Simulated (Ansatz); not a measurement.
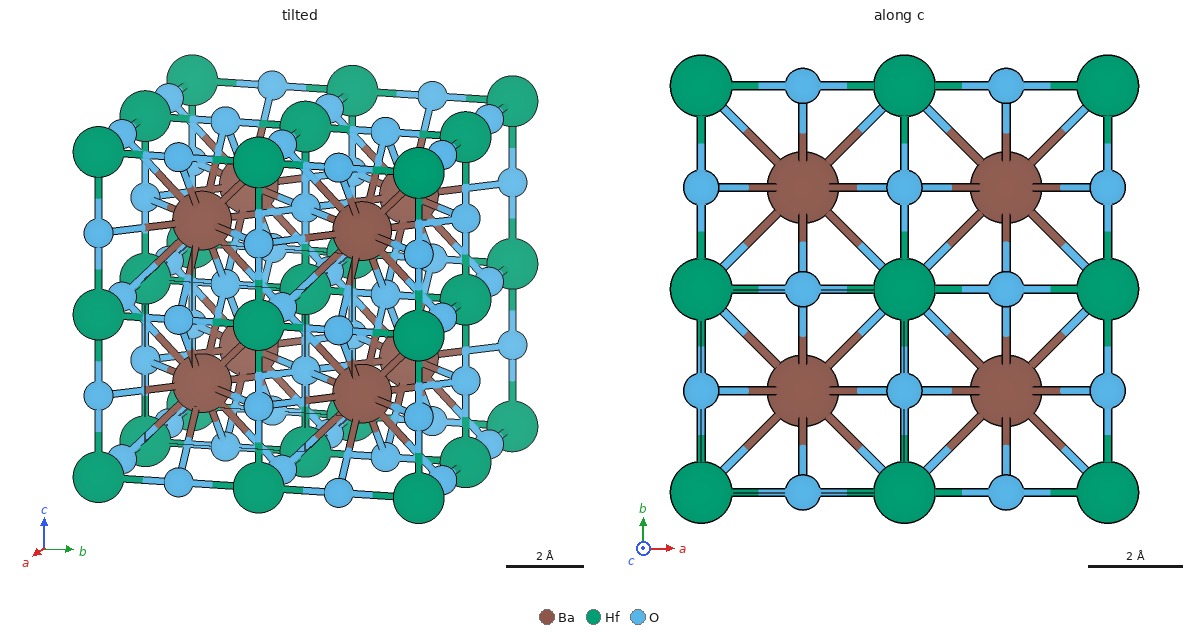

A ball-and-stick rendering, viewed slightly off an axis and along the c axis. The picture spans 2×2×2 cells, one conventional unit cell being drawn with solid lines.

What is this?

Formula: BaHfO₃. The space group is Pm-3m (No. 221); the lattice is primitive cubic. The structure is of the kind named cubic perovskite. The cell comprises 1 formula unit: 1 Ba, 1 Hf, 3 O. Ba is coordinated by twelve O in a cuboctahedral arrangement at about 3.1 Å. Hf sits among six O in an octahedral arrangement at about 2.2 Å. Each O atom is coordinated by four Ba and two Hf in a distorted octahedral arrangement (about 3.1 Å to Ba, 2.2 Å to Hf). The bonds build a three-dimensional framework.

Starting structure: a structure listed in the Materials Project. The cell was then strained or its atoms displaced on purpose. An electronic-structure calculation with Ansatz was run on it.

At this level of theory the cell isn't at rest (stretched, at -16 GPa), so its distances can differ from those at equilibrium, the more so the softer the solid.
